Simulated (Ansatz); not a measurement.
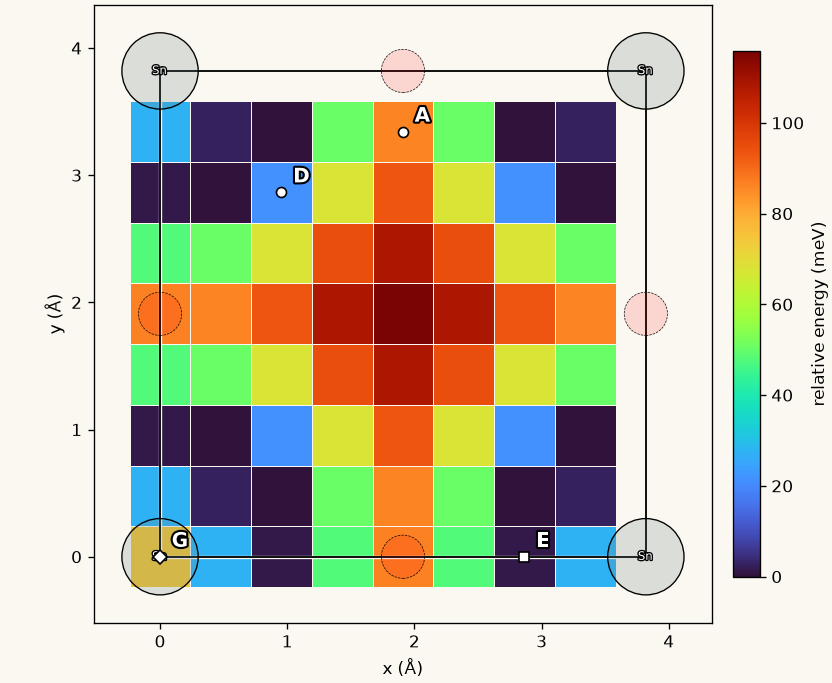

H on a two-dimensional sheet of SnO (4 atoms of substrate and one adsorbate in a 1 × 1 cell). H is moved over the surface cell at a fixed height above a rigid substrate; the origin of the map has the adsorbate above Sn4; the height is held at 2.20 Å. Places are given modulo a cell vector. The map is drawn in real space over the plane of the surface. The scan uses an 8 × 8 grid; 15 points were computed and 49 follow by symmetry. All energies are given in meV relative to the lowest grid point. With one adsorbate in each 1 × 1 cell, its nearest image is 3.8 Å away, so neighbouring adsorbates interact. At a fixed height the lowest place need not be the adsorption site. Level of theory: Ansatz, DFT PBE+D3(BJ), scalar-relativistic, plane waves, PAW. Settings: cutoff 420 eV, k-mesh 7×7×1, gaussian smearing 0.05 eV, spin-polarised.

In the figure: one coloured cell a grid point, labelled circles for the atoms of the top layer and small ones for the second layer, the outline of one cell of the plane, lettered points.

Q: What kind of point is each of A, D, E, G: minimum, saddle, maximum or slope?

A: A: saddle point; D: on a slope; E: saddle point; G: maximum. (In these two coordinates alone; a stationary point may lie a little off the grid point.)

Q: Rank the lettered points by energy, lowest first.

A: E (1.1 meV), D (21 meV), G (74 meV), A (86 meV).

PAW datasets: the set soft_1.
